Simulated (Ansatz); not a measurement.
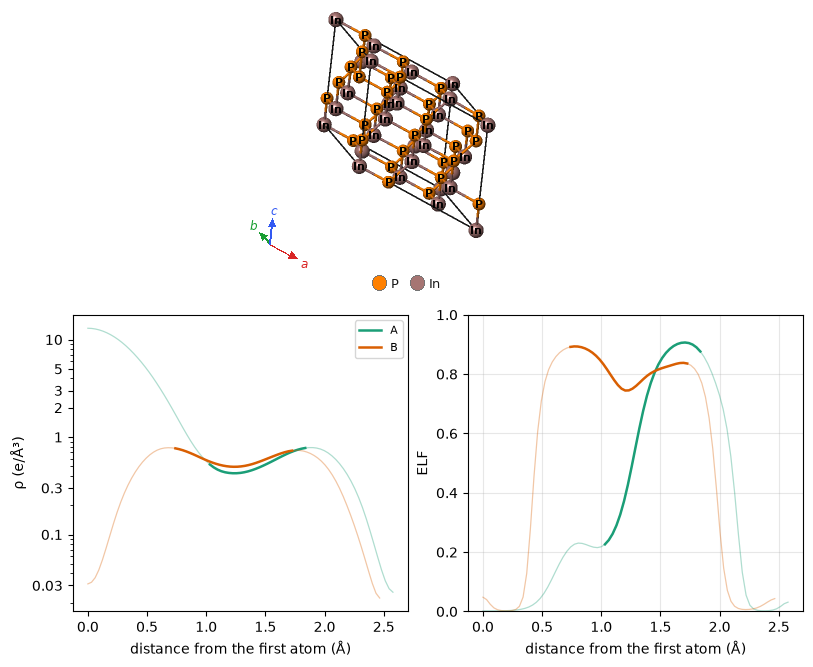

The picture shows: In15P17 (cell with a defect). Valence electron density and electron localisation function along straight lines between neighbouring atoms. Thin, pale parts lie inside the atomic spheres. The structure is drawn too.

The calculation used DFT PBE, scalar-relativistic, plane waves, PAW (Ansatz 0.2.0).

Core electrons are frozen (PAW), and the valence fields are smoothed inside the atomic spheres.

```xyz
32
Lattice="5.9601 5.9601 5.9601 -5.9601 -5.9601 5.9601 5.9601 -5.9601 -5.9601" Properties=species:S:1:pos:R:3 pbc="T T T"
P     8.9393    0.0001    2.9771
In    5.9383   -3.0016   -2.9871
In    0.0170   -5.9563   -0.0129
In    2.9715   -2.9999   -0.0167
In    5.9771   -0.0077    0.0138
In    2.9790   -5.9602    2.9810
In    5.9782   -2.9608    2.9768
In    5.9459   -5.9523   -5.9441
In   -2.9817   -5.9623    2.9818
In   -0.0180   -2.9620    2.9891
In    2.9858   -0.0004    2.9802
In    5.9766    2.9627    2.9852
In    2.9848   -2.9942    5.9743
In    2.9843   -8.9263   -0.0131
In    5.9446   -5.9720   -0.0169
In    8.9330   -2.9619    0.0181
P     4.4034   -4.5416   -1.5550
P     7.4408   -1.5012   -1.4957
P     1.4813   -4.4627    1.4965
P     4.4677   -1.4995    1.4798
P     7.5093    1.4333    1.5447
P     4.4774   -4.4627    4.4665
P     1.5537   -7.3900   -1.5462
P    -4.4652   -4.4659    7.4468
P    -1.4845   -4.4742    4.4780
P     1.4963   -1.4953    4.4739
P     4.4686    1.4976    4.4807
P     1.4822   -1.4886   -1.4819
P     4.4742   -1.4878    7.4440
P    -1.4844   -1.4976    7.4550
P     7.4413   -4.4742    1.4828
P     4.4081   -7.3837   -4.4051
```

Q: Which curve belongs to which contact (In–P and P–P)? The first atom named is at distance zero.

A: Curve A: In–P (2.58 Å): the density is about 0.43 e/Å³ at the midpoint; the ELF peaks at about 0.90 in the valence shell of P, 0.9 Å from its nucleus, and is about 0.55 at the midpoint. Curve B: P–P (2.47 Å): ρ at the midpoint is about 0.5 e/Å³; the ELF peaks at about 0.90 between the atoms.
